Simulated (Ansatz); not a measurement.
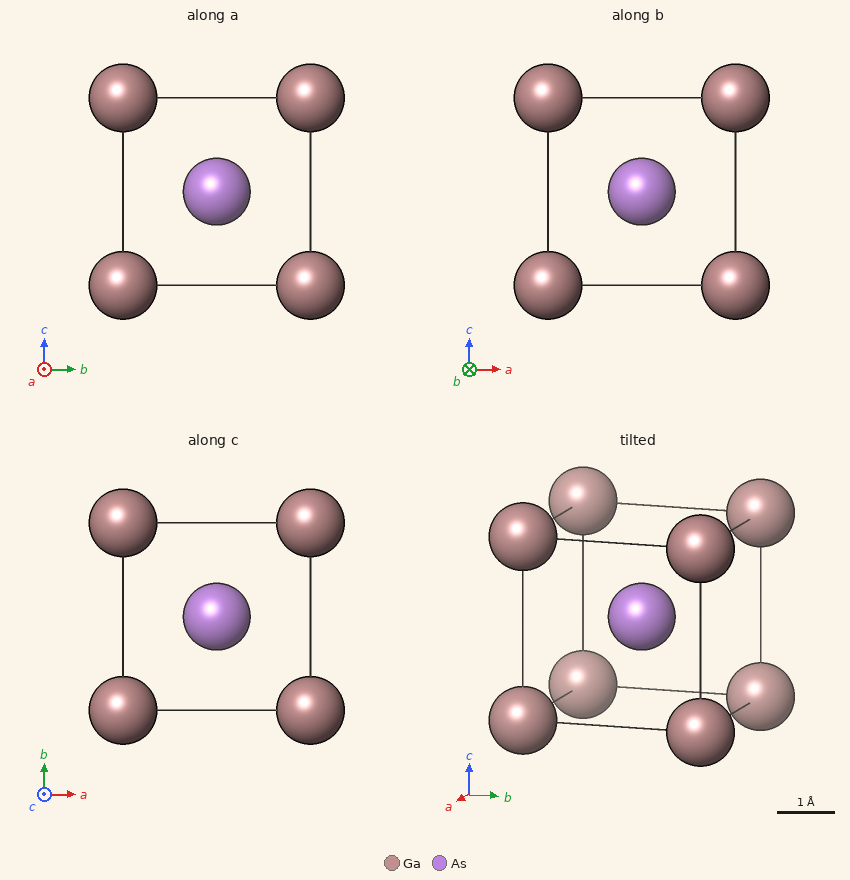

Structure drawing (spheres-only), viewed along the a axis, along the b axis, along the c axis and slightly off an axis. The frame is the conventional unit cell; atoms at its boundary are shown with their periodic copies.

Lattice parameters: a = 3.306 Å, b = 3.306 Å, c = 3.306 Å, α = 90.00°, β = 90.00°, γ = 90.00°.

Question: Record the structure as a table of Wyckoff sites.

Answer: Space group Pm-3m (No. 221).
```tsv
atom	site	x	y	z
Ga	1a	0.0000	0.0000	0.0000
As	1b	0.5000	0.5000	0.5000
```

Provenance: a structure type filled with these elements by a generator (whether the compound takes this form wasn't checked). The picture shows the end point of a geometry optimisation with DFT, PBEsol, plane waves, PAW in Ansatz 0.2.0.
